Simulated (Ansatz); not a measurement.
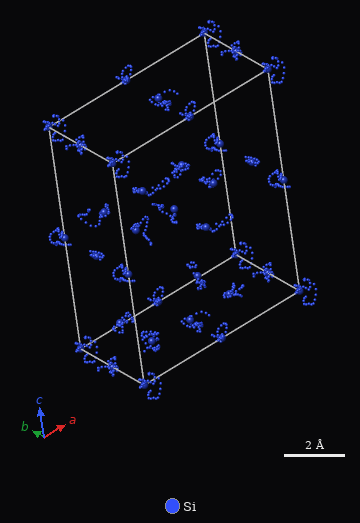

A Born-Oppenheimer molecular dynamics run of a 16-atom cell of Si, 360 fs long. The cell was cut from the diamond crystal. Dots mark each atom's position at evenly spaced times, in the colour of its element; spheres stand at the starting positions. Seen slightly off an axis in the reduced simulation cell.

Level of theory: Ansatz, DFT LDA, scalar-relativistic, plane waves, PAW. Set-up: plane-wave cutoff 420 eV; k-point mesh 2 × 2 × 2; Fermi-Dirac smearing 0.17 eV; low-accuracy preset; volume 1.15 times that of the relaxed crystal; Langevin thermostat (NVT); set temperature 2000 K; time step 2 fs; friction 0.02 per fs.

**Describe the motion.**

In the second half of the run the atoms are, in the root-mean-square, this far from where they began (common drift taken out): Si 0.46 Å. Against the typical shortest distance between atoms in the first frame, about 2.5 Å these are wide excursions, but the first-neighbour bonds of the start all hold: the network flexes, or its layers or units shift against each other, without breaking. Bond changes: one Si–Si bond breaks at about 354 fs. The mean temperature in the second half is 1984 K (standard deviation 357 K). The potential energy is still drifting at the end, so the run hasn't reached equilibrium. The potential energy in the second half lies on average 323 meV per atom above the first frame.

Limits of the set-up: the k-point mesh is coarse for a cell with partly filled bands; the program's low-accuracy preset was used.

The run took 8.2 min on 1 thread of Intel(R) Xeon(R) 6975P-C (Granite Rapids), with other jobs on the host, peak memory 0.64 GiB.
